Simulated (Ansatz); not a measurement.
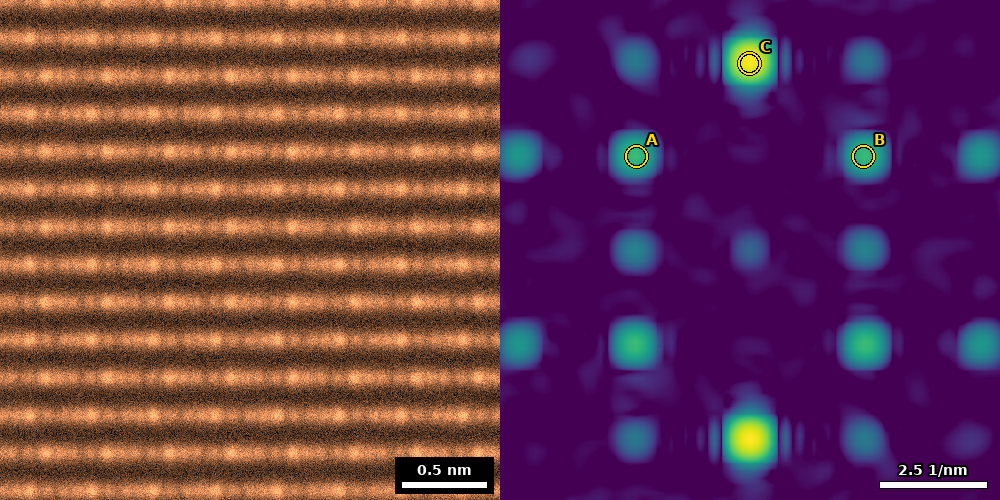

iDPC-like image of TiAl3 (Pmmn, No. 59) along [011]. Simulated as the projected potential of neutral atoms (B = 0.5 Å²) blurred by a 0.50 Å probe, the thin-sample limit of integrated differential phase contrast. The display is stretched by a gamma of 0.65; percentages refer to the linear signal. Shot noise was added. Structure: coordinates from a relaxation with Ansatz, DFT r2SCAN, scalar-relativistic, plane waves, PAW; the starting structure was generated, so it need not be a known form of this composition.

The right panel is the modulus of the image's Fourier transform on a logarithmic scale.

a = 4.525 Å, b = 5.404 Å, c = 5.110 Å, α = 90.00°, β = 90.00°, γ = 90.00°

**Index the marked spots and give their plane spacings (the zone axis points at the viewer; indices equivalent by symmetry, or all signs reversed, are as good).**

A: (-1 -1 1), d = 2.87 Å; B: (-1 1 -1), d = 2.87 Å; C: (-2 0 0), d = 2.26 Å. A and B enclose 101°, and every spot obeys the zone law hu + kv + lw = 0 for [011].
